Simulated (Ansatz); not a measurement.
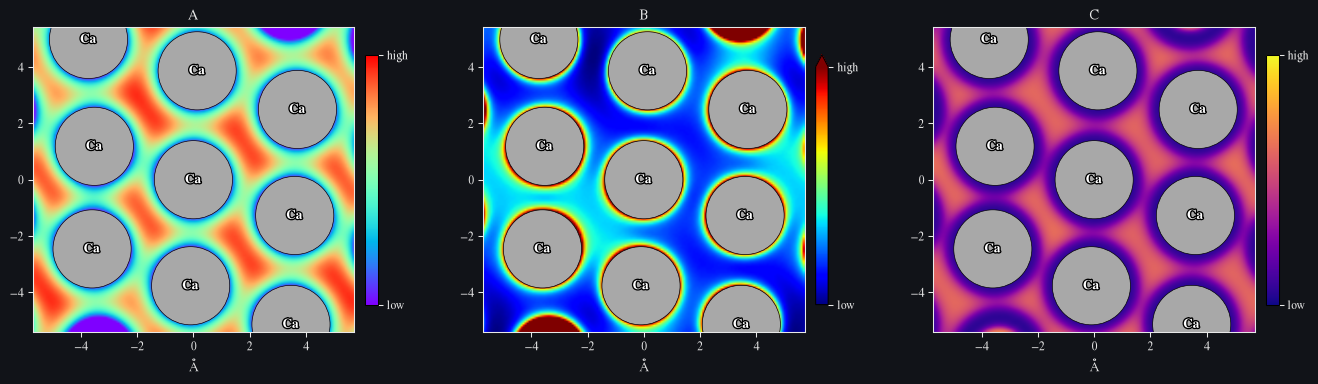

Ca (cell with a defect): 3 fields on the (001) plane of the calculation cell, with unlabelled colour scales. Grey discs cover the atomic cores.

Computed with Ansatz 0.2.0, DFT PBE, scalar-relativistic, plane waves, PAW.

```
Ca
1.0
     4.39137    4.39137    8.73972
    -4.39137   -4.39137    8.73972
     8.78273   -4.39137    4.36986
Ca
23
Cartesian
  -0.0707 -0.0707 6.4077
  2.2664 2.2664 4.5169
  2.3472 -2.2077 8.8238
  4.3941 0.0082 6.5611
  2.0136 -2.0417 12.9510
  4.5735 -4.5454 11.0832
  6.5843 -2.2039 8.7334
  4.2398 -4.3793 15.2104
  -1.0978 -1.0978 9.8322
  2.0530 2.0530 8.8225
  0.1271 0.1271 15.5864
  4.5250 -0.0059 10.9203
  6.5930 2.0620 8.7440
  6.5750 -2.0441 13.1937
  8.7909 0.0027 10.9309
  6.7411 -2.3777 17.3210
  2.0686 2.0686 12.8177
  0.1427 0.1427 2.1022
  4.2373 0.1821 15.4530
  2.1875 -2.1984 4.3636
  0.0120 -4.5429 10.8405
  4.3854 -4.2577 6.5505
  6.4534 -2.1898 4.3742
```

Question: Which field does each panel show? The fields are: electron localisation function, electrostatic potential energy of an electron and valence pseudo-density.

Answer: Panel A: electrostatic potential energy of an electron (low next to the atoms, rising into the space between them). Panel B: valence pseudo-density. Panel C: electron localisation function. From the grid: Ca–Ca (3.65 Å): the density is about 0.06 e/Å³ at the midpoint; the ELF is about 0.20 at the midpoint; no shared electron pair shows on this line. Ca–Ca (3.72 Å): ρ is about 0.05 e/Å³ halfway; the ELF is about 0.25 at the midpoint: no localised pair shows between them.
